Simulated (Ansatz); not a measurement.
A periodic structure is given below.

```
W Se
1.0
     3.27090    0.00000    0.00000
    -1.63545    2.83268    0.00000
     0.00000    0.00000   29.18475
W Se
3 6
Direct
  0.66667 0.33333 0.50000
  0.23145 0.59208 0.27346
  0.43522 0.74125 0.72654
  0.33427 0.66735 0.55737
  0.56530 0.25913 0.33084
  0.76896 0.40822 0.78383
  0.33240 0.66598 0.44263
  0.56437 0.25845 0.21617
  0.76803 0.40754 0.66916
```

Question: Work out the structure from the coordinates.

Answer: The stoichiometry is WSe2. With Z = 3, the cell contains 3 W, 6 Se. Around each W lie six Se in a trigonal prismatic arrangement at 2.52 Å. Se is linked to three W in a trigonal pyramidal arrangement at 2.52 Å. Not all metal-metal contacts are counted. The bonds build WSe2 layers parallel to (001).

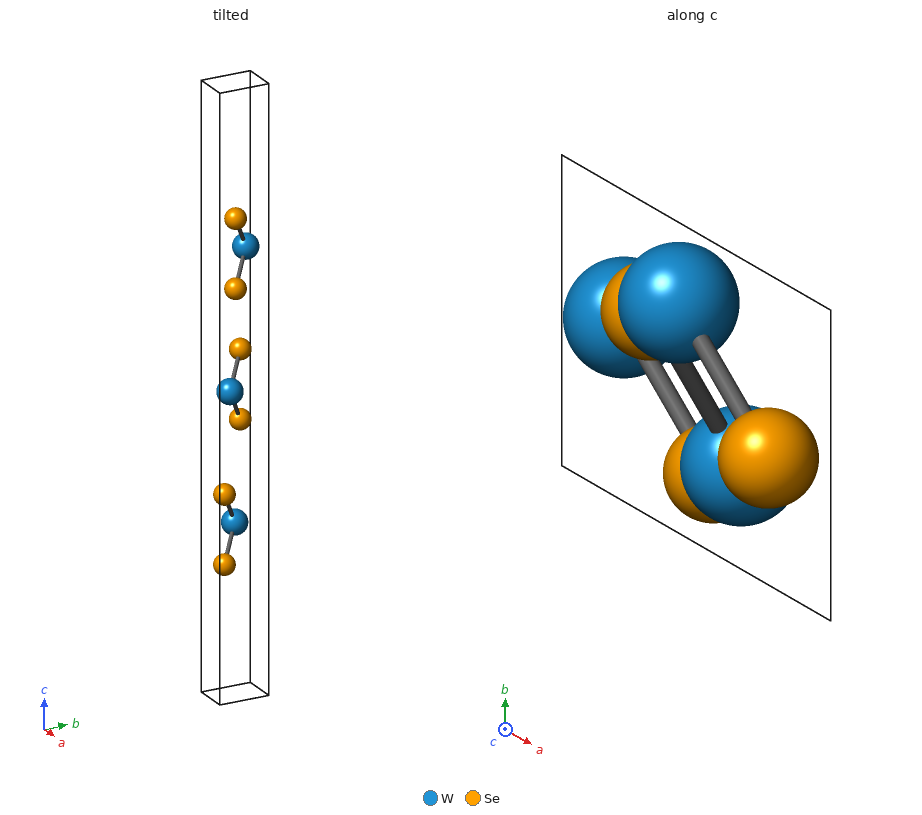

View slightly off an axis and along the c axis, drawn as a ball-and-stick model. The box is the simulation cell; atoms on or close to its faces, edges and corners are drawn wherever they repeat.

The model was built from a structure listed in the Materials Project. The cell was then strained or its atoms displaced on purpose. Ansatz was used for an electronic-structure calculation on it.
